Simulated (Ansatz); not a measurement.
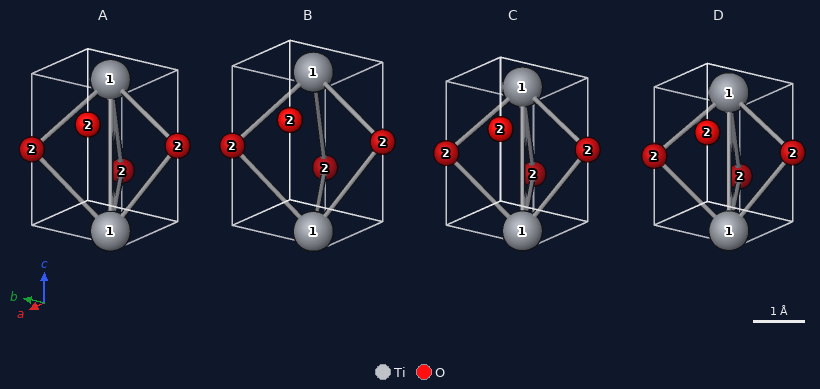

4 geometries from one relaxation of crystalline TiO (set up in P-6m2), in shuffled order. Style: ball-and-stick. Shown: the cell of the calculation, from a free direction.

The run lets cell and atoms move.

The calculation used Kohn-Sham DFT of a periodic cell, HSE06, Ansatz PAW in Ansatz 0.2.0. Settings: plane-wave cutoff 420 eV; k-point mesh 5 × 5 × 4; occupations fermi-dirac; smearing width 0.05 eV; no spin polarisation; cell and atoms relaxed; force threshold 0.01 eV/Å; at most 40 steps.

Put them in the order of the run, from the start to the converged end.

B, A, C, D. They are steps 0, 1, 2, 9, at +629 meV per atom, +283 meV per atom, +54.8 meV per atom relative to the last. The energy falls by 629 meV per atom in 7 accepted moves (9 points after the start). All forces vanish by symmetry, so only the cell relaxes. Pressure: −41.79 GPa at the start and 0.00 GPa at the end. At 2 points the geometry stayed and the basis and grid were re-selected for the new cell (energy shift of 2.8 meV per atom at most each time). No atom moves by more than 0.005 Å relative to the cell. The drawn cell changes as follows: a = b 3.031 → 2.790 Å (−8.0 %), c 3.238 → 2.805 Å (−13.4 %); the volume changes by −26.6 %. Near-neighbour distances that change, for instance: Ti1–Ti1 3.238 → 2.805 Å, Ti1–O2 2.384 → 2.136 Å, Ti1–Ti1 (another image) 3.031 → 2.790 Å. Among the angles between lasting bonds that change: Ti1–O2–Ti1 85.5° → 82.1°, Ti1–O2–Ti1 78.9° → 81.6°. The space group stays P-6m2 (No. 187).
